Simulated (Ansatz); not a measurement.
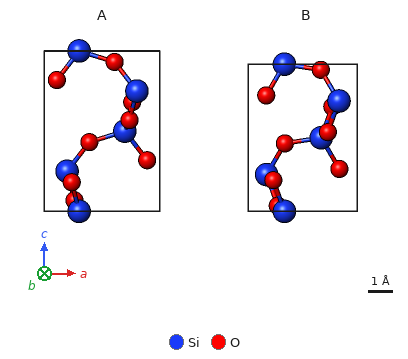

Two geometries of crystalline SiO2 (set up in P4_12_12), drawn at one scale. One is the start of a relaxation, the other its converged end. A ball-and-stick model of the cell of the calculation, seen along the b axis.

Method: DFT, PAW plane waves, r2SCAN in Ansatz. (plane-wave cutoff 500 eV; k-point mesh 6 × 6 × 4; occupations fermi dirac; smearing width 0.05 eV; no spin polarisation; cell and atoms relaxed; force threshold 0.03 eV/Å; at most 80 steps)

### Which of the two is the end point?

Structure A is the relaxed one. The start is a measured structure. The largest moves relative to the cell, 0.35 Å, are those of O atoms. Largest moves by element: O 0.35 Å, Si 0.21 Å. The drawn cell changes as follows: a = b 4.706 → 4.980 Å (+5.8 %), c 6.343 → 6.916 Å (+9.0 %); the volume changes by +22.1 %. Near-neighbour distances that change, for instance: O–Si 1.629 → 1.613 Å. Among the angles between lasting bonds that change: Si–O–Si 130.2° → 145.0°, O–Si–O 111.7° → 108.9°. The space group stays P4_12_12 (No. 92). After 7 accepted moves (9 points after the start) the energy has fallen by 37.0 meV per atom. The largest force component goes from 0.48 to 0.0013 eV/Å. Pressure: 2.07 GPa at the start and 0.01 GPa at the end. The SCF was repeated twice at an unchanged geometry on a basis and grid sized afresh for the cell, which shifted the energy by 1.0 meV per atom at most. The run took 5.3 min on 2 threads of Arm Neoverse V1 (shared host), peak memory 0.78 GiB.
